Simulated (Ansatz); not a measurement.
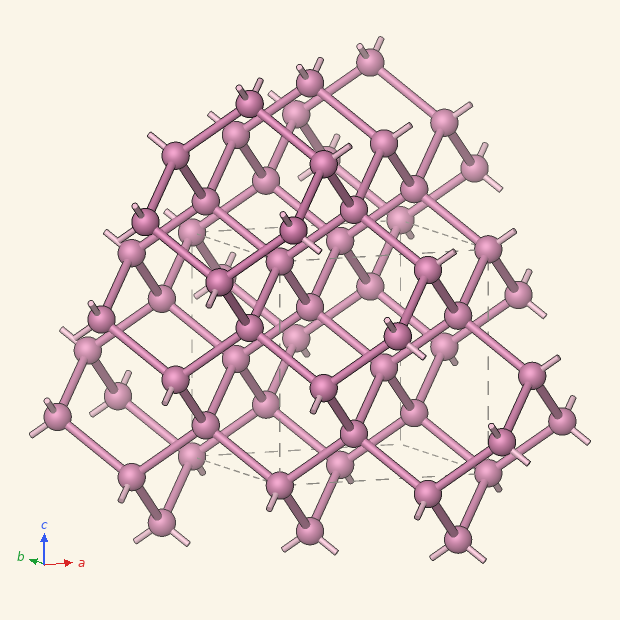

The picture shows a finite piece of the underlying net of a crystal structure, nodes on the atoms' positions. Nodes are coloured by topological kind. Edges to nodes outside the piece are drawn as stubs.

Question: Classify the net: periodicity, connectivity, name.

Answer: A uninodal 4-connected, three-periodic net. It is the dia net, known from diamond, zinc blende and cristobalite.

Question: Give point symbol and coordination sequence.

Answer: 6^6, sequence 4, 12, 24, 42, 64, 92.

Origin of the net. AlP (space group F-43m, No. 216): a calculation's input that goes back to an entry of the Crystallography Open Database (an earlier step may have relaxed or displaced it). Bonds are taken as Al–P below 2.7 Å; no other contact counts. Atoms with one bond or none are removed and atoms with two bonds are replaced by edges, until no such atom is left. Al and P are 4-connected nodes.
